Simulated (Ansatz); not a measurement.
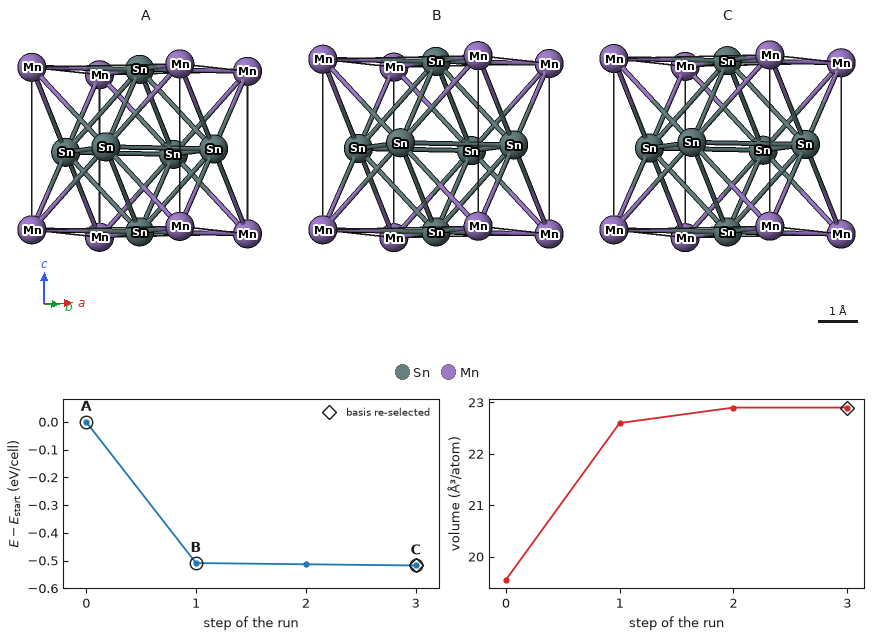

Frames of a relaxation of a crystal of MnSn$_{3}$ (built on the Cu3Au (L1 type) (coarse preliminary run), marked on the history of the run. Style: ball-and-stick. Shown: the cell of the calculation, from a free direction.

The calculation used DFT PBEsol, scalar-relativistic, plane waves, PAW in Ansatz 0.2.0. Settings: plane-wave cutoff 420 eV; k-point mesh 6 × 6 × 6; occupations gaussian; smearing width 0.1 eV; collinear spin; cell and atoms relaxed; force threshold 0.05 eV/Å; at most 80 steps.

> Describe the path.

No atom moves by more than 0.005 Å relative to the cell. The drawn cell changes as follows: a = b = c 4.276 → 4.508 Å (+5.4 %); the volume changes by +17.1 %. Some distances before and after: Sn–Sn 3.024 → 3.188 Å, Mn–Sn 3.024 → 3.188 Å. The space group stays Pm-3m (No. 221). The energy falls by 0.518 eV per cell of the calculation in 2 accepted moves (3 points after the start). All forces vanish by symmetry, so only the cell relaxes. Pressure: 13.87 GPa at the start and 0.22 GPa at the end. At 1 point the geometry stayed and the basis and grid were re-selected for the new cell (energy shift of 4.4 meV per cell of the calculation at most each time). From step 0 to 1: volume +15.6 %, energy −0.509 eV per cell of the calculation. From step 1 to 3: volume +1.3 %, energy −8.8 meV per cell of the calculation.

| step | E − E(0), meV/atom | pressure, GPa | volume, Å³/atom | note |
| --- | --- | --- | --- | --- |
| 0 | 0.00 | 13.87 | 19.550 |  |
| 1 | -127.20 | 1.08 | 22.600 |  |
| 2 | -128.30 | 0.21 | 22.900 |  |
| 3 | -129.40 | 0.22 | 22.900 | same geometry, new basis |
